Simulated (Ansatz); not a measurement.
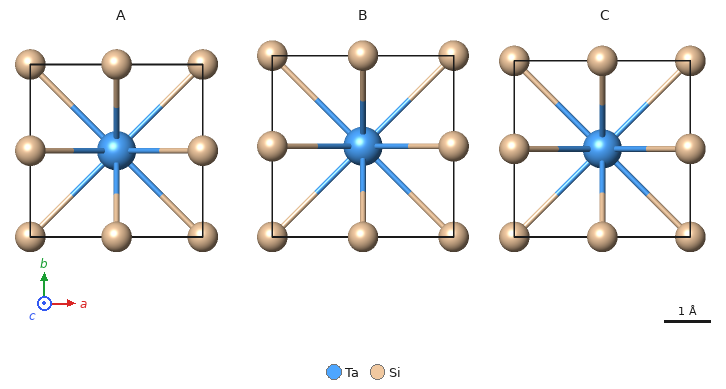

3 geometries from one relaxation of solid TaSi$_{3}$ (a generated structure, set up in Pm-3m) (coarse preliminary run), in shuffled order. The picture is a ball-and-stick view of the cell of the calculation, seen along the c axis.

The calculation used Ansatz 0.2.0, DFT PBE, scalar-relativistic, plane waves, PAW. Set-up: plane-wave cutoff 420 eV; k-point mesh 4 × 4 × 4; occupations gaussian; smearing width 0.1 eV; no spin polarisation; cell and atoms relaxed; force threshold 0.04 eV/Å; at most 70 steps.

Put them in the order of the run, from the start to the converged end.

Answer. B, A, C. They are steps 0, 1, 4, at +0.202 eV per cell of the calculation, +99.3 meV per cell of the calculation relative to the last. After 3 accepted moves (4 points after the start) the energy has fallen by 0.202 eV per cell of the calculation. All forces vanish by symmetry, so only the cell relaxes. The pressure goes from −10.76 to −0.15 GPa. At 1 point the geometry stayed and the basis and grid were re-selected for the new cell (energy shift of 0.9 meV per cell of the calculation at most each time). No atom moves by more than 0.005 Å relative to the cell. The volume changes by −8.5 %, with a = b = c 4.009 → 3.892 Å (−2.9 %). Near-neighbour distances that change, for instance: Si–Ta 2.835 → 2.752 Å. The space group stays Pm-3m (No. 221). The run took 3.7 s on 1 thread of Intel(R) Xeon(R) 6975P-C (Granite Rapids), on a shared host, peak memory 0.35 GiB.

Limits of the set-up: the k-point mesh is coarse for a cell with partly filled bands.
